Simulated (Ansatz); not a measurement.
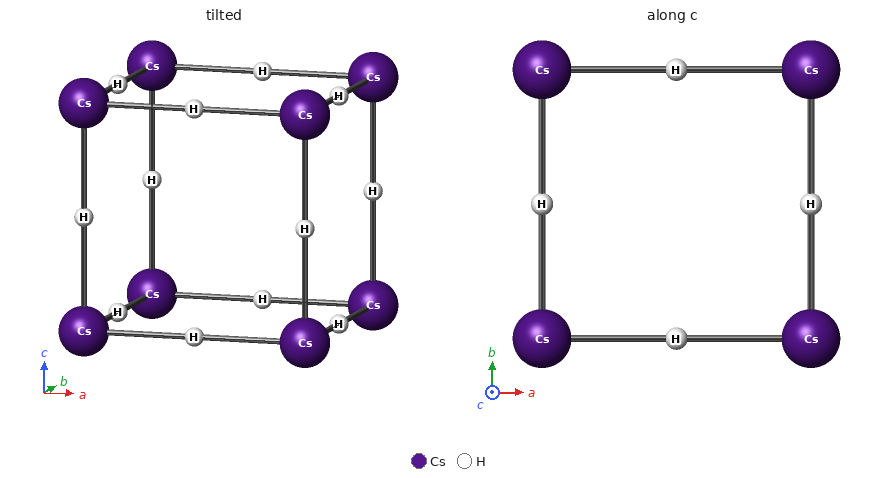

Ball-and-stick drawing of the structure, looking slightly off an axis and along the c axis. Atoms at the boundary of the conventional unit cell (the box) are drawn once for each face, edge or corner they touch. Cell: a = 5.04 Å, b = 5.04 Å, c = 5.04 Å, α = 90.00°, β = 90.00°, γ = 90.00°.

Provenance: a random cell made by a generator, so it need not be a real form of the compound. Earlier steps of the study may have refined or changed the cell and positions. An electronic-structure calculation with Ansatz was run on it.

### Describe the crystal.

Its composition is CsH₃. The atoms follow space group Pm-3m (No. 221); the Bravais lattice is primitive cubic. Type of structure: ReO₃ type. The cell has 4 atoms, namely 1 Cs, 3 H. The coordination shell of Cs holds six H in an octahedral arrangement at about 2.5 Å. The coordination shell of H holds two Cs in a linear arrangement at about 2.5 Å. The bonds build a three-dimensional framework.

Setup: Ansatz, DFT PBE, scalar-relativistic, plane waves, PAW; a 420 eV plane-wave basis, k-point mesh 10×10×10, Gaussian smearing of 0.1 eV, no spin polarisation.

### What is the electronic character?

A metal: bands cross the Fermi level.

### What does a Bader analysis give?

Cs +0.80 e; H -0.27 e.

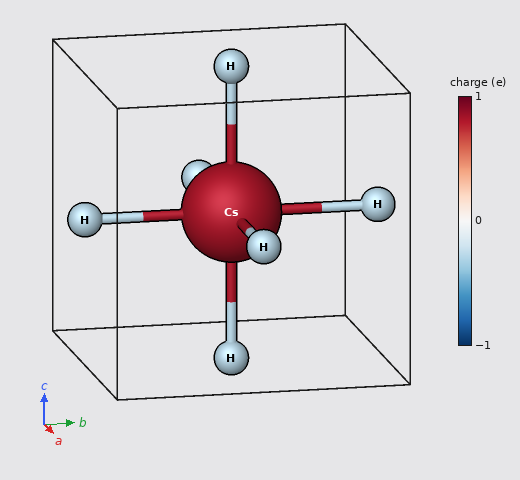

The atoms coloured by those charges. The run's cell of 4 atoms is drawn, so axes and origin can differ from the first picture.

### Does the calculation find this structure at rest?

Yes. All forces vanish to within 0.01 eV/Å. The pressure is 0.0 GPa, close to zero.
